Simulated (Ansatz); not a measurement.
## Geometry relaxation of Al

The run: geometry relaxation of Al (slab, 3 atoms in the cell). Method and program: DFT, PBE, all-electron LAPW, scalar-relativistic, no spin polarisation (Ansatz 0.2.0).

It belongs to a series of runs on one base structure; here: atoms relaxed, LAPW.

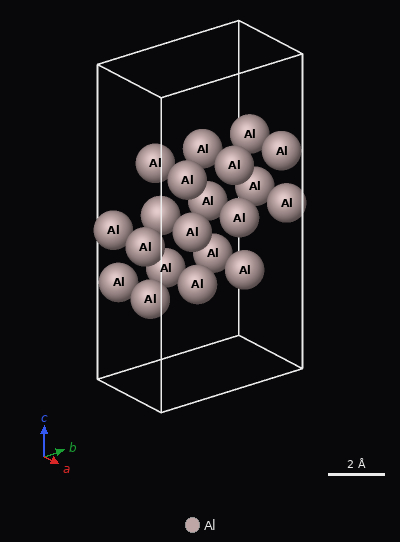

Fig. 1: The structure as given in the input (spheres-only view of the 2 × 3 repeat of the cell, with the vacuum cut short, seen slightly off an axis).

Input file:
```yaml
crystal:
  lattice:
    - [2.8574853682, 0.0, 0.0]
    - [-1.4287426841, 2.4746549198, 0.0]
    - [0.0, 0.0, 20.6663]
  atoms:
    - { symbol: Al, position: [0.1666666667, 0.3333333333, 0.3879043154] }
    - { symbol: Al, position: [0.5, 1.0, 0.5000000294] }
    - { symbol: Al, position: [0.8333333333, 0.6666666667, 0.6120956549] }
kpoints:
  mp_grid: { grid: [16, 16, 1] }
scf:
  occupations: { method: fermi_dirac, width: 0.08 }
hamiltonian:
  xc: pbe
  pseudopotentials: { kind: all_electron, lapw: { basis_error: 0.001 } }
output:
  forces: true
  stress: true
  eigenvalues: true
relax:
  f_tol: 0.01
  max_steps: 12
efield:
  axis: 3
  amplitude: 0
  dipole_correction: true
```

Machine: 1 thread of Arm Neoverse V1, 24 GiB of memory available, shared host.

Command:
```bash
ansatz run input.yaml --threads 1 --pin off --max-ram 3584MiB --backend cpu --events-out ev --progress --plain --runs-dir out
```

Output:
```
The last accepted step is kept in [file] (removed where the run ends without a failure and the disk answers)
LAPW: plane waves up to 6.209 Å⁻¹, error target 1.0e-3 eV per atom; small_component_spin mean_spin; Al in spheres of 1.379 Å, 11 of its electrons in bands, Dirac shells [] (how accurate: hamiltonian.pseudopotentials.lapw.basis_error, Limitations)
Engine: ansatz 0.2.0, aarch64-unknown-linux-gnu
Pseudopotentials: kind: all_electron
Pseudopotential: Al, LAPW, valence charge 11, lapw/all_electron/scalar/gaussian/Al, Koelling and Harmon's equation, gaussian nucleus
Functional definition: PBE
  parameter kappa = 0.804
  parameter beta = 0.06672455060314922
  exchange = pbe_x(kappa = kappa, mu = beta*pi^2/3)
  correlation = pbe_c(beta = beta)
Crystal: 3 atoms, lattice volume = 146.137 Å³
Basis set: ecut = 146.88251748007627 eV, 575 PW (Γ), exchange–correlation at level 2
Bands: 21, of which v1, the nominal top of the filled ones, is band 17 counted from 1 (16 counted from 0)
Symmetry: 6 space group operations
k-points: 30 of 256 (time reversal used)
Non-local potential: Al, projectors of the file, none
Initial density: superposition of atomic densities (neutral atoms: chi_scale 0, normalization atom)
Initial wavefunctions: plane waves of lowest kinetic energy (no species holds an atomic orbital)
Functional: x = pbe(κ = 0.804, μ = 0.2195149727645171), c = pbe(β = 0.06672455060314922)
iter 1 solved again at ethr=9.19e-3 eV; its pass at ethr=1.00e-1 eV (dr2=3.03e0 eV) is discarded
SCF iter   1: F=—  HF=-19822.442057 eV  |F-HF|=—  |Δ(HF+E_count)|=         —  Δρ=1.43e-2  dr2=3.05e0  ethr=9.19e-3  p=0.000 e·Å  D=1.24e-12 V/Å  ΔV_dip=-0.00 eV  dr2_dipole=2.06e-12  V_vac-E_F(+/−)=6.54/6.54 eV  ⟨swp⟩=2.3  Hψ=4650  notcnv=0
efield: sawtooth ramp at fractional position 0.9500 (placed from the atoms, in the widest stretch of the axis that holds none; the zero of the levels goes with the place), width 0.1000; the density the first Hamiltonian is built on has a dipole p = 0.000 e·Å; the dipole correction subtracts the counter field D = 9.68e-13 V/Å, which shifts the + side's vacuum level by -0.00 eV against the − side's; the planar-averaged density in the ramp window peaks in size at 5.9e-6 e/Å³
preconditioner: auto → LDOS  [metal: Δε(μ)=0.114 eV  Ē_g=7.471 eV  σ=0.080 eV  W_gap=0.33  n_scr=14 (ndim 8)  ℏωp=9.2 eV  f_vac=0.566  D(μ)=1.08/eV (n_scr^D=6)  β→1.0]
SCF iter   2: F=—  HF=-19821.975474 eV  |F-HF|=—  |Δ(HF+E_count)|=   4.67e-1  Δρ=9.26e-3  dr2=6.01e-1  ethr=9.19e-3  p=-0.000 e·Å  D=-8.17e-8 V/Å  ΔV_dip=0.00 eV  dr2_dipole=1.72e-12  V_vac-E_F(+/−)=3.38/3.38 eV  ⟨swp⟩=3.8  Hψ=2163  notcnv=0
iter 3 solved again at ethr=6.57e-5 eV; its pass at ethr=1.82e-3 eV (dr2=2.17e-2 eV) is discarded
SCF iter   3: F=—  HF=-19821.894279 eV  |F-HF|=—  |Δ(HF+E_count)|=   8.12e-2  Δρ=1.55e-3  dr2=2.17e-2  ethr=6.57e-5  p=-0.000 e·Å  D=-5.51e-8 V/Å  ΔV_dip=0.00 eV  dr2_dipole=9.04e-15  V_vac-E_F(+/−)=4.20/4.20 eV  ⟨swp⟩=2.0  Hψ=3387  notcnv=0
SCF iter   4: F=—  HF=-19821.891717 eV  |F-HF|=—  |Δ(HF+E_count)|=         —  Δρ=2.70e-4  dr2=9.84e-5  ethr=6.57e-5  p=-0.000 e·Å  D=-2.37e-8 V/Å  ΔV_dip=0.00 eV  dr2_dipole=2.46e-15  V_vac-E_F(+/−)=3.93/3.93 eV  ⟨swp⟩=3.0  Hψ=1971  notcnv=0
the basis was enlarged: its passes take 212.3 KiB over the memory plan, 1 of 1 planned eigensolver slots
SCF iter   5: F=—  HF=-19821.891803 eV  |F-HF|=—  |Δ(HF+E_count)|=   8.59e-5  Δρ=5.01e-5  dr2=3.67e-6  ethr=2.98e-7  p=-0.000 e·Å  D=-4.35e-8 V/Å  ΔV_dip=0.00 eV  dr2_dipole=3.48e-15  V_vac-E_F(+/−)=3.92/3.92 eV  ⟨swp⟩=3.0  Hψ=1877  notcnv=0
iter 6 did not close the SCF: its close was put off until two iterations running show no level that it waits for move by more than its bar (scf_convergence_deferred on its scf_iter line)
SCF iter   6: F=-19821.891803 eV  HF=-19821.891803 eV  |F-HF|=8.13e-8  |Δ(HF+E_count)|=   2.67e-7  Δρ=1.47e-5  dr2=6.74e-7  ethr=1.11e-8  p=-0.000 e·Å  D=-2.87e-8 V/Å  ΔV_dip=0.00 eV  dr2_dipole=5.73e-16  V_vac-E_F(+/−)=3.91/3.91 eV  ⟨swp⟩=3.0  Hψ=1852  notcnv=0
iter 7 did not close the SCF: its close was put off until two iterations running show no level that it waits for move by more than its bar (scf_convergence_deferred on its scf_iter line)
SCF iter   7: F=-19821.891804 eV  HF=-19821.891804 eV  |F-HF|=2.52e-8  |Δ(HF+E_count)|=   4.78e-7  Δρ=2.61e-6  dr2=1.31e-8  ethr=2.04e-9  p=-0.000 e·Å  D=-3.47e-8 V/Å  ΔV_dip=0.00 eV  dr2_dipole=1.21e-16  V_vac-E_F(+/−)=3.91/3.91 eV  ⟨swp⟩=3.0  Hψ=1886  notcnv=0
SCF iter   8: F=-19821.891804 eV  HF=-19821.891804 eV  |F-HF|=2.35e-9  |Δ(HF+E_count)|=   2.84e-8  Δρ=4.71e-7  dr2=3.11e-10  ethr=3.95e-11  p=-0.000 e·Å  D=-3.13e-8 V/Å  ΔV_dip=0.00 eV  dr2_dipole=5.92e-17  V_vac-E_F(+/−)=3.91/3.91 eV  ⟨swp⟩=3.0  Hψ=1856  notcnv=0
SCF 1 converged in 8 iterations: F = -19821.891804 eV  dr2 = 3.11e-10
relax step   1: F+E_penalty+E_count = -19821.89180390 eV  Δ(F+E_penalty+E_count) = +0.000e0 eV  max|allowed force component| = 2.775e-4 eV/Å  Δτ_max = 0.0000 Å  (8 SCF iters, dr2 threshold 2.50e-6 eV, accepted)
Initial density: handed on by an earlier stage of this run
Initial wavefunctions: those handed on with the density
iter 1 solved again at ethr=1.00e-12 eV; its pass at ethr=1.00e-1 eV (dr2=3.16e-10 eV) is discarded
SCF iter   1: F=—  HF=-19821.891804 eV  |F-HF|=—  |Δ(HF+E_count)|=         —  Δρ=4.59e-7  dr2=3.15e-10  ethr=1.00e-12 (applied; sched 1.00e-12)  p=-0.000 e·Å  D=-3.13e-8 V/Å  ΔV_dip=0.00 eV  dr2_dipole=5.93e-17  V_vac-E_F(+/−)=3.91/3.91 eV  ⟨swp⟩=2.0  Hψ=2522  notcnv=0
efield: sawtooth ramp at fractional position 0.9500 (handed on by an earlier solve), width 0.1000; the density the first Hamiltonian is built on has a dipole p = -0.000 e·Å; the dipole correction subtracts the counter field D = -3.13e-8 V/Å, which shifts the + side's vacuum level by +0.00 eV against the − side's; the planar-averaged density in the ramp window peaks in size at 1.5e-7 e/Å³
preconditioner: auto → LDOS  [metal: Δε(μ)=0.055 eV  Ē_g=6.990 eV  σ=0.080 eV  W_gap=0.17  n_scr=14 (ndim 8)  ℏωp=9.2 eV  f_vac=0.582  D(μ)=1.22/eV (n_scr^D=8)  β→1.0]
SCF iter   2: F=-19821.891804 eV  HF=-19821.891804 eV  |F-HF|=1.27e-10  |Δ(HF+E_count)|=   2.65e-9  Δρ=1.06e-7  dr2=3.39e-11  ethr=1.48e-12 (applied; sched 1.00e-12)  p=-0.000 e·Å  D=-3.40e-8 V/Å  ΔV_dip=0.00 eV  dr2_dipole=4.86e-17  V_vac-E_F(+/−)=3.91/3.91 eV  ⟨swp⟩=3.1  Hψ=1887  notcnv=0
SCF 2 converged in 2 iterations: F = -19821.891804 eV  dr2 = 3.39e-11
relax step   2: F+E_penalty+E_count = -19821.89180390 eV  Δ(F+E_penalty+E_count) = +1.346e-10 eV  max|allowed force component| = 2.703e-4 eV/Å  Δτ_max = 0.0000 Å  (2 SCF iters, accepted)
```

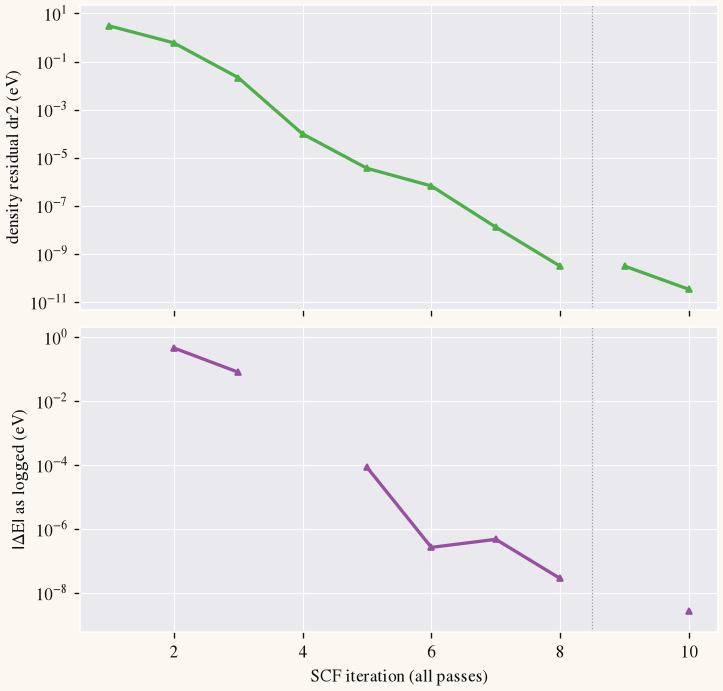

Fig. 2: Convergence of the self-consistent field: density residual dr2 and size of the energy change against the SCF iteration. The dotted lines part the SCF passes of the relaxation: geometry steps, rejected trials and re-solves on a re-selected basis. The passes take 8 and 2 iterations.

```
SCF converged after 2 iterations
Free energy (F): -19821.891804 eV
Harris-Foulkes:  -19821.891804 eV  (|F-HF|=1.27e-10)
Internal energy: -19821.866393 eV  (E = F + TS)
E sigma→0 (E₀):  -19821.879098 eV
Entropy (-TS):   -0.025411 eV (-8.470 meV/atom)
Fermi energy:    0.779534 eV
Dipole field:    D = -0.000000 V/Å  (p = -0.000000 e·Å, saw-weighted, corrected)
Work function:   Φ+ = 3.9127 eV   Φ− = 3.9127 eV
Levels:          The Fermi level and band energies are counted from a zero that moves with the ramp; work functions are not
--- Per-component energies (eV) ---
  E_band       = -1799.475233
  E_kinetic    = 19861.053666
  E_xc         = -1519.493102
  E_efield     = 0.000000  (sawtooth field / dipole correction)
  E_electrostatic = -38163.426957  (all electrons and nuclei)
  E_smearing   = -0.025411  (= −TS)
  E_closure    = 0.000000  (closes the sum)
  E_atoms      = -19811.348770  (free atoms, spherical and without spin; not in F)
  Σ components = -19821.891804   (vs F -19821.891804, Δ=0.00e0)
  Basis errors (estimates in eV, not in F): energy 3.7e-4 per atom: plane waves 3.4e-4 (2.0e-4 summed), levels above the bands 2.3e-21, relativity 3.1e-9, radial functions 2.5e-5, core shells 8.4e-13; eigenvalues (radial functions only) 4.4e-7; not estimated: angular momenta, meshes, grids; target (lapw.basis_error) 1.0e-3; muffin-tin radii Al 1.379 Å
--- Forces (eV/Å), atoms counted from 1 ---
  atom   1  Al    -0.00000000     0.00000000     0.00027028
  atom   2  Al     0.00000000    -0.00000000    -0.00000526
  atom   3  Al     0.00000000    -0.00000000    -0.00026502
  max |Σ_I F_I| component: 3.34e-10 eV/Å
--- Stress (GPa, compression-positive) ---
       -0.898260       0.000000       0.000000
        0.000000      -0.898260      -0.000000
        0.000000      -0.000000       0.001324
  P = ⅓ Tr σ = -0.5984 GPa (-5.984 kbar)
--- Band table (eV; the first three rows and the last of 30) ---
  k-point 0: bands = ["-102.6770", "-102.6770", "-102.5707", "-64.1659", "-64.1654", "-64.1224", "-64.1224", "-64.1224", "-64.1224", "-64.0302", "-64.0275", "-64.0275", "-9.7647", "-8.0689", "-5.4016", "-2.2906", "1.2402", "3.7222", "4.4871", "5.6927", "5.7222"]
  k-point 1: bands = ["-102.6770", "-102.6769", "-102.5706", "-64.1658", "-64.1653", "-64.1230", "-64.1230", "-64.1226", "-64.1226", "-64.0301", "-64.0281", "-64.0277", "-9.6705", "-7.9755", "-5.3084", "-2.2019", "1.3287", "3.8133", "4.5816", "5.7858", "5.8118"]
  k-point 2: bands = ["-102.6768", "-102.6767", "-102.5704", "-64.1655", "-64.1651", "-64.1249", "-64.1249", "-64.1230", "-64.1230", "-64.0300", "-64.0299", "-64.0281", "-9.3883", "-7.6956", "-5.0295", "-1.9360", "1.5920", "4.0831", "4.8642", "6.0568", "6.0742"]
  k-point 29: bands = ["-102.6750", "-102.6750", "-102.5687", "-64.1634", "-64.1634", "-64.1353", "-64.1352", "-64.1333", "-64.1332", "-64.0404", "-64.0383", "-64.0283", "-2.8861", "-1.4975", "-1.4629", "-1.3430", "0.0171", "0.3338", "1.7187", "2.8514", "3.1571"]
--- Relaxed structure (2 steps of the walk, 2 accepted, 0 SCFs on fresh bases) ---
  F+E_penalty+E_count = -19821.89180390 eV   max|allowed force component| = 2.703e-4 eV/Å
  atoms:
    - { symbol: Al, position: [0.16666666666666669, 0.3333333333333333, 0.3879043154] }
    - { symbol: Al, position: [0.5000000000000001, 1.0000000000000002, 0.5000000294] }
    - { symbol: Al, position: [0.8333333333333335, 0.6666666666666666, 0.6120956549] }
```

Trajectory as extended XYZ (Å, eV, eV/Å), 2 frames, from step=1 to step=2:
```
3
Lattice="2.8575 0.0000 0.0000 -1.4287 2.4747 0.0000 0.0000 0.0000 20.6663" Properties=species:S:1:pos:R:3:forces:R:3 step=1 energy=-19821.89180
Al    0.0000    0.8249    8.0165    0.0000   0.0000   0.0003
Al    0.0000    2.4747   10.3332    0.0000   0.0000   0.0000
Al    1.4287    1.6498   12.6498    0.0000   0.0000  -0.0003
3
Lattice="2.8575 0.0000 0.0000 -1.4287 2.4747 0.0000 0.0000 0.0000 20.6663" Properties=species:S:1:pos:R:3:forces:R:3 step=2 energy=-19821.89180
Al    0.0000    0.8249    8.0165    0.0000   0.0000   0.0003
Al    0.0000    2.4747   10.3332    0.0000   0.0000   0.0000
Al    1.4287    1.6498   12.6498    0.0000   0.0000  -0.0003
```

Results in brief:

- outcome: converged
- electrons in bands (core shells apart): 33
- free energy: −19821.8918 eV
- Fermi energy: 0.780 eV
- final volume: 146.14 Å³
- largest force (length of the vector) at the end: under 0.001 eV/Å
- wall time: 23 s
- peak memory: 0.29 GiB
